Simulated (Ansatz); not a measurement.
Consider TiO2.

```
Ti O
1.0
     2.99466    0.00000    0.00000
    -1.49733    2.59345    0.00000
     0.00000    0.00000   20.94463
Ti O
3 6
Cartesian
  0.0000 0.0000 0.0000
  1.4973 0.8645 6.9815
  0.0000 1.7290 13.9632
  0.0000 1.7290 6.0138
  0.0000 0.0000 12.9955
  1.4973 0.8645 19.9770
  0.0000 1.7290 0.9676
  0.0000 0.0000 7.9491
  1.4973 0.8645 14.9308
```

Space group R-3m; a structure from a database of computed crystals, not necessarily the ambient phase; computed without spin polarisation.

Level of theory: Ansatz, DFT r2SCAN, plane waves, PAW.

### What can the converged valence pseudo-density and electron localisation function tell about the bonding?

Ti–O (1.98 Å): the density is about 0.68 e/Å³ at the midpoint; the ELF peaks at about 0.80 in the valence shell of O, 0.6 Å from its nucleus, and is about 0.20 at the midpoint: no localised pair shows between them.

### Metal or insulator at this level of theory?

It is gapped, with a Kohn–Sham gap of 3.0 eV on the k-point mesh, an upper bound to the gap of this method.

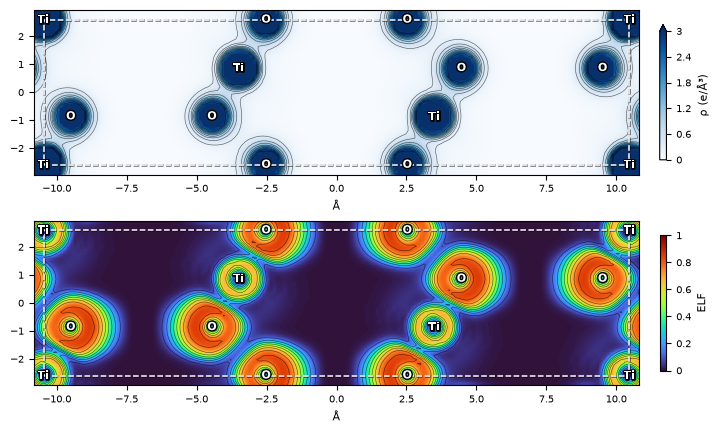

Computed valence pseudo-density and electron localisation function on the (110) plane of the conventional cell, in this order. 

Core electrons are frozen (PAW), and the valence fields are smoothed inside the atomic spheres.
